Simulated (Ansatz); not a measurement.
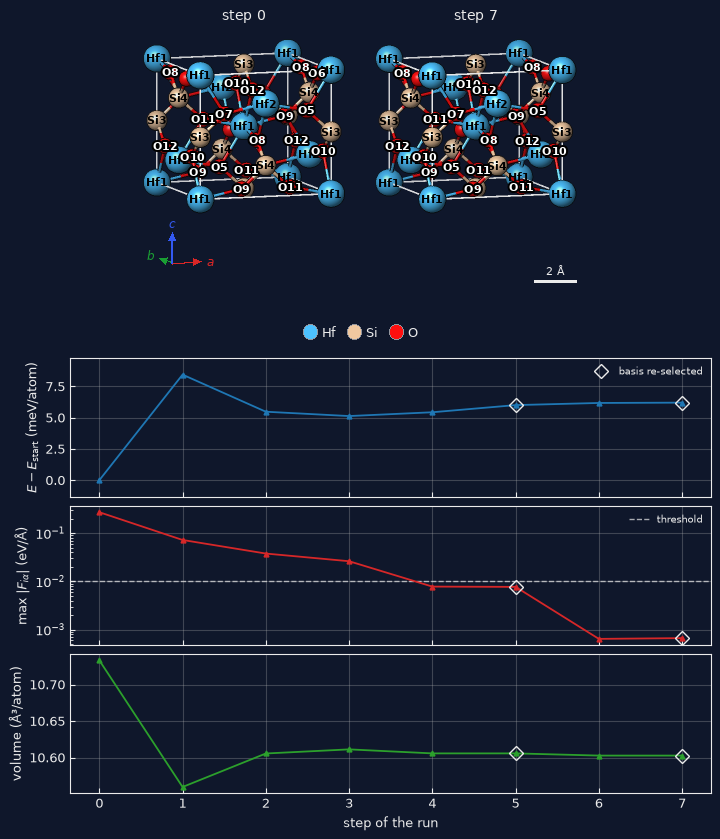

First and last geometry of a relaxation of crystalline HfSiO$_{4}$ (set up in I4_1/amd), with the history of the run. Style: ball-and-stick. Shown: the conventional cell (2 times the calculation's cell), slightly off an axis. Lengths and directions refer to the drawn axes.

The run lets cell and atoms move.

These are results of Ansatz, Kohn-Sham DFT of a periodic cell, PBE, Ansatz PAW, not measurements.

The input:
```yaml
crystal:
  lattice:
    - [-3.28625, 3.28625, 2.9816]
    - [3.28625, -3.28625, 2.9816]
    - [3.28625, 3.28625, -2.9816]
  atoms:
    - { symbol: Hf, position: [0.0, 0.0, 0.0] }
    - { symbol: Hf, position: [0.75, 0.25, 0.5] }
    - { symbol: Si, position: [0.5, 0.5, 0.0] }
    - { symbol: Si, position: [0.25, 0.75, 0.5] }
    - { symbol: O, position: [0.6802, 0.4957, 0.8155] }
    - { symbol: O, position: [0.2457, 0.9302, 0.3155] }
    - { symbol: O, position: [0.6802, 0.8647, 0.1845] }
    - { symbol: O, position: [0.6147, 0.9302, 0.6845] }
    - { symbol: O, position: [0.0698, 0.3853, 0.3155] }
    - { symbol: O, position: [0.5043, 0.3198, 0.1845] }
    - { symbol: O, position: [0.0698, 0.7543, 0.6845] }
    - { symbol: O, position: [0.1353, 0.3198, 0.8155] }
hamiltonian:
  xc: pbe
  pseudopotentials: { kind: paw }
kpoints:
  mp_grid: { grid: [5, 5, 5] }
scf:
  occupations: { method: fermi_dirac, width: 0.05 }
output:
  forces: true
  stress: true
  eigenvalues: true
  write_density: true
  write_potential: true
  elf: true
  volumetric_format: npy
relax:
  f_tol: 0.01
  max_steps: 40
  cell: { stress_tol: 0.05, p_target: 10.0 }
```

Command:
```bash
ansatz run input.yaml --threads 4 --pin off --max-ram 11264MiB --backend cpu --events-out ev --progress --plain --runs-dir out
```

**Did the run converge, and what did it change?**

It converged. The largest moves relative to the cell, 0.008 Å, are those of 8 atoms (O5, O6, O7, O8 and others). O6 goes along [0 −3 1]. Si and Hf stay in place. Cell: a = b 6.572 → 6.537 Å (−0.5 %), c 5.963 → 5.955 Å (−0.1 %). Volume −1.2 %. Near-neighbour distances that change, for instance: Hf1–O11 2.115 → 2.096 Å. The space group stays I4_1/amd (No. 141). After 5 accepted moves (7 points after the start) the energy has risen by 6.2 meV per atom. With the target pressure of 10 GPa, the enthalpy E + pV changes by −1.9 meV per atom. The largest force component goes from 0.27 to 0.00067 eV/Å. Pressure: 7.50 GPa at the start and 10.00 GPa at the end. The SCF was repeated twice at an unchanged geometry on a basis and grid sized afresh for the cell, which shifted the energy by 0.6 meV per atom at most. Cost: 25 s on 4 threads of Arm Neoverse V1, on a shared host, peak memory 0.6 GiB.

```csv
step,"E − E(0), meV/atom","largest force component, eV/Å","pressure, GPa","volume, Å³/atom",note
0,0.00,0.2729,7.50,10.733,
1,8.44,0.0724,11.26,10.560,
2,5.48,0.0378,10.15,10.606,
3,5.13,0.0262,9.90,10.611,
4,5.43,0.0078,10.03,10.606,
5,6.01,0.0077,9.92,10.606,"same geometry, new basis"
6,6.18,0.0006,10.00,10.603,
7,6.20,0.0007,10.00,10.603,"same geometry, new basis"
```
